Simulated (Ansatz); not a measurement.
## Geometry relaxation, with input and output: Ag (part 3 of 3)

The same run, continued: Ag (slab, 16 atoms in the cell); DFT PBE+D3(BJ), scalar-relativistic, plane waves, PAW, no spin polarisation (Ansatz 0.2.0); cutoff 420 eV, 6×6×1 k-mesh, Gaussian smearing of 0.1 eV. The structure derives from an entry of the Crystallography Open Database. The input holds or restrains some coordinates. Forces given for the steps count only the free coordinates.

Geometry of the input (Å; fractional positions):
```
5.7606  0.0000  0.0000
-2.8803  4.9888  0.0000
0.0000  0.0000  24.0553
Ag 0.3333  0.1667  0.3534
Ag 0.3333  0.6667  0.3534
Ag 0.8333  0.1667  0.3534
Ag 0.8333  0.6667  0.3534
Ag 0.6667  0.3333  0.4511
Ag 0.6667  0.8333  0.4511
Ag 0.1667  0.3333  0.4511
Ag 0.1667  0.8333  0.4511
Ag 0.0000  0.5000  0.5489
Ag 0.0000  0.0000  0.5489
Ag 0.5000  0.5000  0.5489
Ag 0.5000  0.0000  0.5489
Ag 0.3333  0.6667  0.6466
Ag 0.3333  0.1667  0.6466
Ag 0.8333  0.6667  0.6466
Ag 0.8333  0.1667  0.6466
```

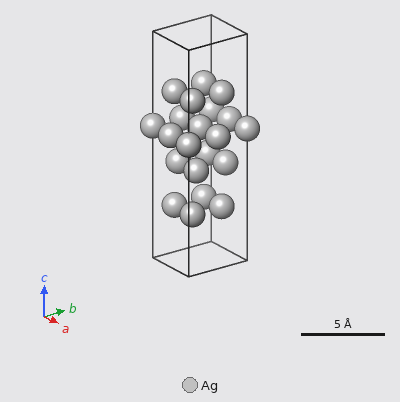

The geometry at step 3 of the log (spheres-only view of the cell of the calculation, with the vacuum cut short, seen slightly off an axis).

Key numbers:

```csv
quantity,value
outcome,converged under the restraints of the input
electrons treated,304
free energy,−121453.2915 eV
"work function, top face",4.50 eV
"work function, bottom face",4.50 eV
Fermi energy,4.154 eV
gap on the k-point mesh,none (metallic)
final volume,691.32 Å³
work function (upper face),4.50 eV
"largest force (length of the vector) at the end, held atoms and coordinates included",0.037 eV/Å
hardware,"4 threads of Intel Xeon (Sapphire Rapids), 64 GiB of memory available, shared host"
wall time,47 s (CPU time 3 min)
peak memory,2.7 GiB
```
